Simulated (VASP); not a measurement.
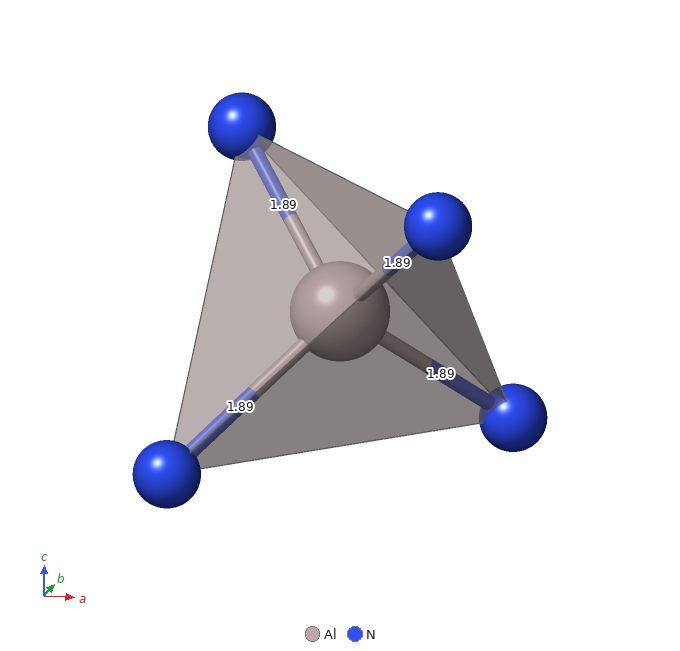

Coordination of Al in AlN (F-43m); bond lengths in Å. Continuous shape measures are computed against ideal polyhedra (0 is ideal; above about 3 the distortion is strong). Source: a cell listed in the Materials Project, as set up for an electronic-structure calculation.

> Name the coordination polyhedron and say how regular it is.

AlN4: an essentially ideal tetrahedron (coordination number 4, S = 0.00; next best see-saw, S = 9.8).

> Does the central atom sit at the centroid of its ligands?

Yes, to within 0.01 Å; the site symmetry is -43m.
